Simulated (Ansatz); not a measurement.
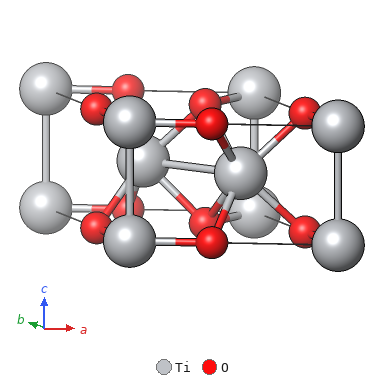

System: TiO, space group P-62m (No. 189). The picture shows the conventional cell.

The given structure:
```
CELL_PARAMETERS angstrom
4.98012 0.00000 0.00000
-2.49006 4.31291 0.00000
0.00000 0.00000 2.86542
ATOMIC_POSITIONS crystal
Ti 0.66667 0.33333 0.50000
Ti 0.33333 0.66667 0.50000
Ti 0.00000 0.00000 0.00000
O 0.60577 0.60577 0.00000
O 0.39423 0.00000 0.00000
O 0.00000 0.39423 0.00000
```

Calculation (Ansatz 0.2.0): third-order Birch-Murnaghan fit to density functional energies at scaled volumes of the given relaxed cell, shape and atoms relaxed at each volume; energies count from the fitted minimum; plane waves with PAW datasets, Γ-centred k mesh. Level: r2SCAN, no spin polarisation.

wave cutoff 500 eV; k mesh 12×12×12; occupations Gaussian; smearing width 0.1 eV.

Predict the energy above the minimum and pressure against volume. The volume takes the values 9.642, 9.950, 10.258, 10.565, 10.873 Å³/atom.

A third-order Birch–Murnaghan fit gives V0 = 10.26 Å³/atom, B0 = 233 GPa and B′ = 4.4. The energy above the minimum is 30.0 meV/atom at volume 9.642 Å³/atom and 24.2 meV/atom at 10.873 Å³/atom; the lowest computed point is at volume 10.258 Å³/atom (0.0 meV/atom), and no other minimum shows among the points. The pressure falls from 16.52 GPa at volume 9.642 Å³/atom to −11.95 GPa at 10.873 Å³/atom, and changes sign near 10.26 Å³/atom. The solid is metallic at every point.

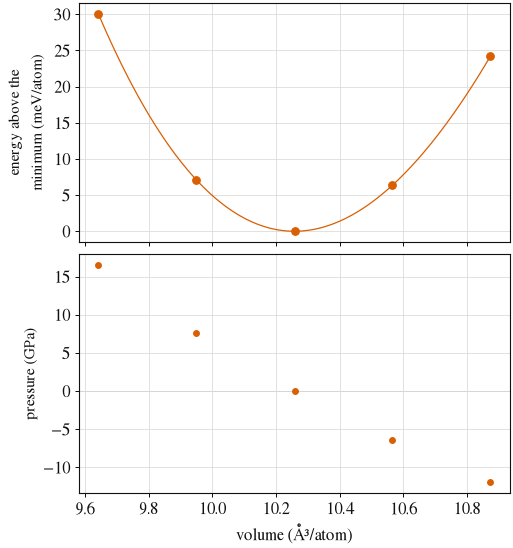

Keep in mind: no spin polarisation, a magnetic state may lie lower.
